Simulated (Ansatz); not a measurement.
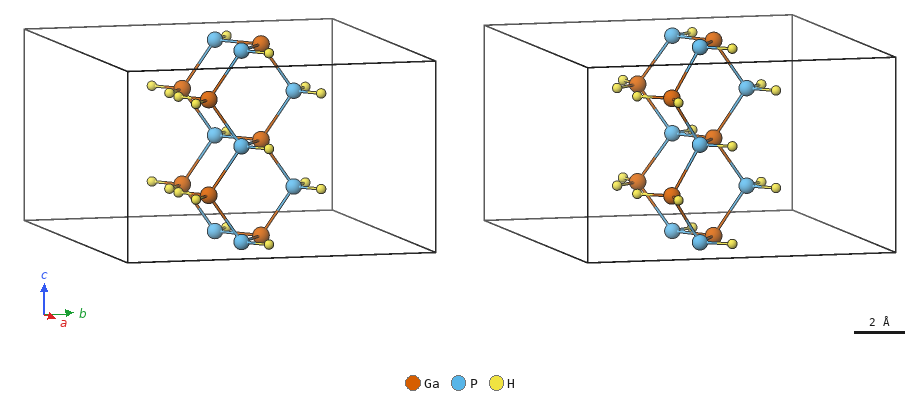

Two geometries of a wire of composition Ga₃P₃H₈, drawn at one scale. One is the start of a relaxation, the other its converged end. The picture is a ball-and-stick view of the 2 repeat of the cell, with the vacuum cut short, seen slightly off an axis.

Theory: DFT PBE, scalar-relativistic, plane waves, PAW (Ansatz). Settings: plane-wave cutoff 420 eV; k-point mesh 1 × 1 × 9; occupations gaussian; smearing width 0.05 eV; no spin polarisation; cell relaxed at fixed a, b, alpha, beta, gamma; force threshold 0.02 eV/Å; at most 45 steps.

Question: Which one is relaxed?

Answer: The right one is the relaxed one. Case: wire along [1 1 0], 6 atoms a period, capped with H. The largest moves relative to the layer's centre, 1.09 Å, are those of H atoms. Largest moves by element: H 1.09 Å, Ga 0.56 Å, P 0.30 Å. Along the periodic axis the drawn cell goes c 7.785 → 7.942 Å (+2.0 %). Some distances before and after: Ga–P 2.384 → 2.332 Å, Ga–P 2.384 → 2.432 Å, Ga–H 1.570 → 1.556 Å, H–P 1.420 → 1.425 Å. Among the angles between lasting bonds that change: H–Ga–H 109.5° → 125.5°, P–Ga–P 109.5° → 120.7°, H–P–H 109.5° → 99.0°. The energy falls by 0.976 eV per cell of the calculation in 9 accepted moves (10 points after the start). The largest force component goes from 0.89 to 0.017 eV/Å. The SCF was repeated once at an unchanged geometry on a basis and grid sized afresh for the cell, which shifted the energy by 2.8 meV per cell of the calculation at most.
